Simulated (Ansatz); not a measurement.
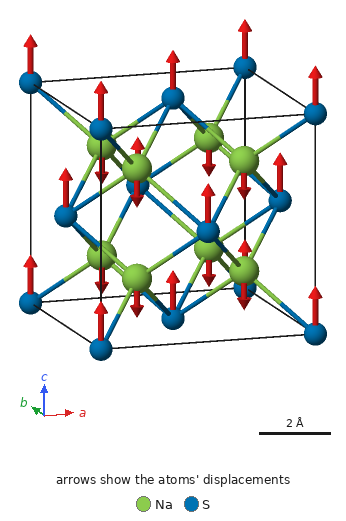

One vibrational mode of solid Na2S relaxed at 2 GPa at the zone centre. The red arrows are the displacements of the atoms (eigenvector over the root of the mass), of arbitrary overall length and sign. Style: ball-and-stick. Shown: the conventional cell (4 times the calculation's cell), slightly off an axis. Lengths and directions refer to the drawn axes.

Method: DFT PBEsol, scalar-relativistic, plane waves, PAW (Ansatz). (plane-wave cutoff 420 eV; k-point mesh 8 × 8 × 8; occupations fixed; target pressure 2 GPa; no spin polarisation)

Frequencies are those without the non-analytic (LO–TO) term.

Question: What mode is this, and where does it lie in the spectrum?

Answer: This is the T₁u mode (triply degenerate; one member of the set is drawn) at 6.89 THz, the highest optical level, infrared-active by symmetry. The S sublattice moves against the Na sublattice, along c; the kinetic energy is shared as S 59 %, Na 41 %. Its infrared intensity is 13 (D/Å)²/amu for the set. The value is the transverse one; the longitudinal partner lies at 304 cm⁻¹.
